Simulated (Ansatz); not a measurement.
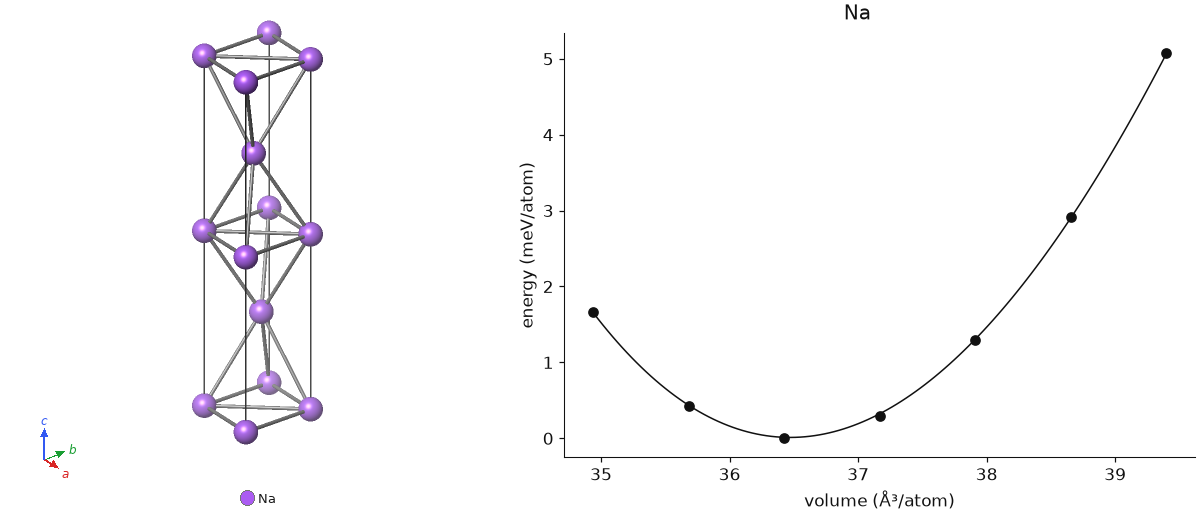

The plot gives the computed energy against volume for Na, space group P6_3/mmc (No. 194). The conventional cell is drawn beside the plot.

Starting cell:
```
Na
1.0
     3.70038    0.00000    0.00000
    -1.85019    3.20463    0.00000
     0.00000    0.00000   12.53732
Na
4
Direct
  0.66667 0.33333 0.75000
  0.00000 0.00000 0.50000
  0.33333 0.66667 0.25000
  0.00000 0.00000 0.00000
```

How it was computed, with Ansatz 0.2.0: all-electron LAPW DFT, no spin polarisation; energies at scaled volumes of the given cell, shape and fractions fixed, counted from the fit's minimum, third-order Birch-Murnaghan fit. Level: PBEsol.

```json
{"setting": "k mesh", "value": "8×8×3"}
{"setting": "occupations", "value": "Fermi–Dirac"}
{"setting": "smearing width", "value": "0.05 eV"}
{"setting": "potentials", "value": "all electron LAPW, scalar relativistic"}
{"setting": "program settings", "value": "basis error eV/atom 0.001"}
```

From this curve and the settings, what does the calculation give for the pressure at the same points?

The pressure falls from 0.36 GPa at volume 34.94 Å³/atom to −0.52 GPa at 39.40 Å³/atom, and changes sign near 36.47 Å³/atom.

```json
{"volume (Å³/atom)": "34.94", "pressure (GPa)": "0.36"}
{"volume (Å³/atom)": "35.68", "pressure (GPa)": "0.18"}
{"volume (Å³/atom)": "36.42", "pressure (GPa)": "0.01"}
{"volume (Å³/atom)": "37.17", "pressure (GPa)": "-0.14"}
{"volume (Å³/atom)": "37.91", "pressure (GPa)": "-0.28"}
{"volume (Å³/atom)": "38.65", "pressure (GPa)": "-0.41"}
{"volume (Å³/atom)": "39.40", "pressure (GPa)": "-0.52"}
```

Limits of the calculation: shape and atomic fractions are frozen while scaling, which makes layered, chain and framework solids too stiff.
